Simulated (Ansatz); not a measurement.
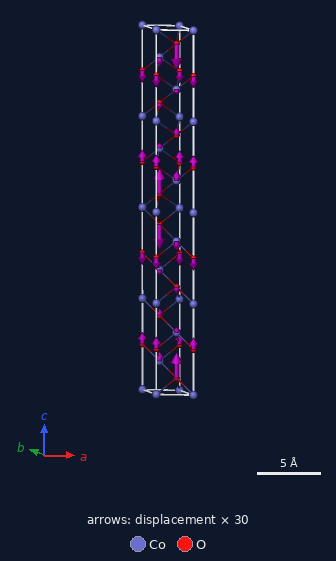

A relaxation of an interface cell of composition CoO. The starting structure is drawn; purple arrows show the displacements (the part carried along by the change of the cell is left out), magnified 30 times.

The picture is a ball-and-stick view of the cell of the calculation, seen slightly off an axis.

Case: symmetric tilt boundary Sigma 3 (1 1 1), mirror on a plane, shift [0, 0].

Theory: Ansatz, DFT PBE, scalar-relativistic, plane waves, PAW.

Input
```yaml
crystal:
  lattice:
    - [3.004011013, 0.0, 0.0]
    - [-1.5020055065, 2.6015498505, 0.0]
    - [0.0, 0.0, 29.4331766543]
  atoms:
    - { symbol: Co, position: [0.0, 0.0, 0.0], spin: 2.74 }
    - { symbol: O, position: [1.0, 0.0, 0.125], spin: 0.35 }
    - { symbol: Co, position: [0.3333333333, 0.6666666667, 0.0833333333], spin: 2.74 }
    - { symbol: O, position: [0.6666666667, 0.3333333333, 0.0416666667], spin: 0.35 }
    - { symbol: Co, position: [0.6666666667, 0.3333333333, 0.1666666667], spin: 2.74 }
    - { symbol: O, position: [0.3333333333, 0.6666666667, 0.2083333333], spin: 0.35 }
    - { symbol: Co, position: [1.0, 0.0, 0.25], spin: 2.74 }
    - { symbol: O, position: [1.0, 0.0, 0.375], spin: 0.35 }
    - { symbol: Co, position: [0.3333333333, 0.6666666667, 0.3333333333], spin: 2.74 }
    - { symbol: O, position: [0.6666666667, 0.3333333333, 0.2916666667], spin: 0.35 }
    - { symbol: Co, position: [0.6666666667, 0.3333333333, 0.4166666667], spin: 2.74 }
    - { symbol: O, position: [0.3333333333, 0.6666666667, 0.4583333333], spin: 0.35 }
    - { symbol: O, position: [1.0, 0.0, 0.875], spin: 0.35 }
    - { symbol: Co, position: [0.3333333333, 0.6666666667, 0.9166666667], spin: 2.74 }
    - { symbol: O, position: [0.6666666667, 0.3333333333, 0.9583333333], spin: 0.35 }
    - { symbol: Co, position: [0.6666666667, 0.3333333333, 0.8333333333], spin: 2.74 }
    - { symbol: O, position: [0.3333333333, 0.6666666667, 0.7916666667], spin: 0.35 }
    - { symbol: Co, position: [1.0, 0.0, 0.75], spin: 2.74 }
    - { symbol: O, position: [1.0, 0.0, 0.625], spin: 0.35 }
    - { symbol: Co, position: [0.3333333333, 0.6666666667, 0.6666666667], spin: 2.74 }
    - { symbol: O, position: [0.6666666667, 0.3333333333, 0.7083333333], spin: 0.35 }
    - { symbol: Co, position: [0.6666666667, 0.3333333333, 0.5833333333], spin: 2.74 }
    - { symbol: O, position: [0.3333333333, 0.6666666667, 0.5416666667], spin: 0.35 }
    - { symbol: Co, position: [1.0, 0.0, 0.5], spin: 2.74 }
basis:
  ecutwfc: 420
kpoints:
  mp_grid: { grid: [12, 12, 2] }
hamiltonian:
  xc: pbe
scf:
  occupations: { method: gaussian, width: 0.1 }
  lower_state_search: "off"
output:
  forces: true
  stress: true
  eigenvalues: true
  populations: true
  write_density: true
  write_potential: true
  elf: true
  volumetric_format: npy
magnetization:
  spin_polarized: true
relax:
  adjacent_minimum: "off"
  f_tol: 0.02
  max_steps: 60
  cell: { fix: [a, b, alpha, beta, gamma], stress_tol: 0.1 }
```

Command:
```bash
ansatz run input.yaml --threads 2 --pin off --max-ram 5120MiB --backend cpu --events-out ev --progress --plain --runs-dir out
```

**Which element moves most?**

Oxygen: up to 0.070 Å, against 0.026 Å for cobalt.

**What did the optimiser do to the structure, and how much energy did it gain?**

The largest moves relative to the cell, 0.070 Å, are those of O4, O12, O15 and O23. O4 goes along +c. Largest moves by element: O 0.070 Å, Co 0.026 Å. The drawn cell changes as follows: a = b unchanged at 3.004 Å, c 29.433 → 29.924 Å (+1.7 %); the volume changes by +1.7 %. Near-neighbour distances that change, for instance: Co1–O15 2.124 → 2.178 Å, Co16–O17 2.124 → 2.138 Å, Co11–O12 2.124 → 2.111 Å. Bond angles that change, for instance: O4–Co1–O15 70.5° → 74.4°, O4–Co1–O4 90.0° → 87.2°, Co1–O4–Co1 90.0° → 87.2°. Over 5 accepted moves (7 points after the start) the energy falls by 0.144 eV per cell of the calculation. Largest force component: 0.69 eV/Å at the start, 0.005 eV/Å at the end. Pressure: 0.87 GPa at the start and −1.99 GPa at the end. The SCF was repeated twice at an unchanged geometry on a basis and grid sized afresh for the cell, which shifted the energy by 19.0 meV per cell of the calculation at most.
